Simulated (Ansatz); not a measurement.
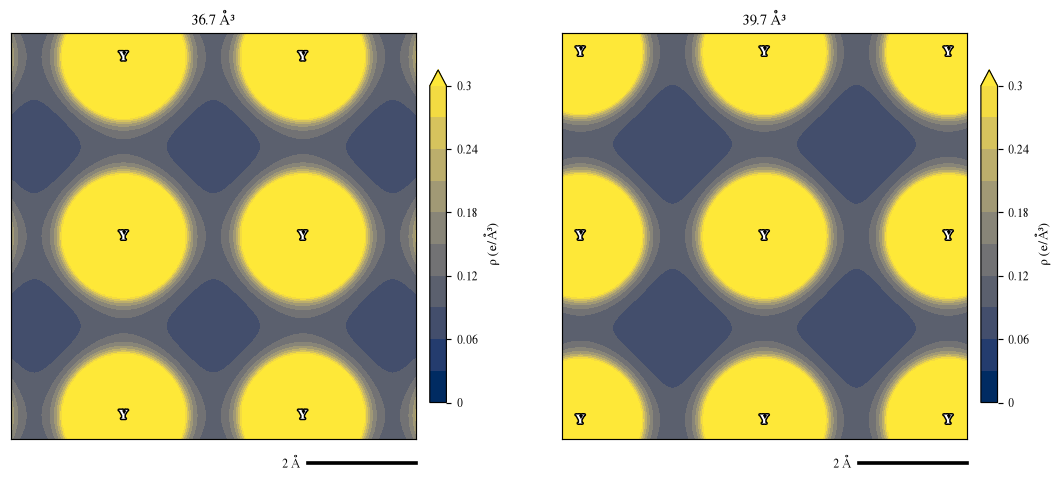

Y. The valence electron density of cells scaled evenly to different volumes (given per atom above each panel), on the (100) plane of each (indices in the axes of the cell below), at one length scale and on one colour scale.

A generated structure, not necessarily the stable one; computed without spin polarisation.

Computed with DFT, RPBE, plane waves (420 eV) with PAW, scalar-relativistic in Ansatz.

In a PAW calculation such maps are meaningful between the atoms, not at the nuclei.

The largest cell:

```cif
data_structure
_symmetry_space_group_name_H-M 'P 1'
_symmetry_Int_Tables_number 1
_cell_length_a 3.4107
_cell_length_b 3.4107
_cell_length_c 3.4107
_cell_angle_alpha 90.000
_cell_angle_beta 90.000
_cell_angle_gamma 90.000
_cell_volume 39.68
loop_
_atom_site_label
_atom_site_type_symbol
_atom_site_fract_x
_atom_site_fract_y
_atom_site_fract_z
_atom_site_occupancy
Y1 Y 0.00000 0.00000 0.00000 1
```

| volume (Å³/atom) | Y–Y contact in the plane (Å) | ρ at its midpoint (e/Å³) | pressure (GPa) | 
| --- | --- | --- | --- |
| 36.74 | 3.324 | 0.113 | −0.1 | 
| 38.21 | 3.368 | ? | ? | 
| 39.68 | 3.411 | 0.104 | −1.7 | 

Question: Estimate the missing row, and compare with the calculation.

Answer: Over the known rows ln ρ falls by 0.95 per Å of Y–Y distance (the line through the two), which gives 0.108 e/Å³ at 3.368 Å; the calculation gives 0.108 e/Å³. For the pressure, a straight line in volume between the neighbouring rows gives −0.9 GPa; the calculation gives −1.0.
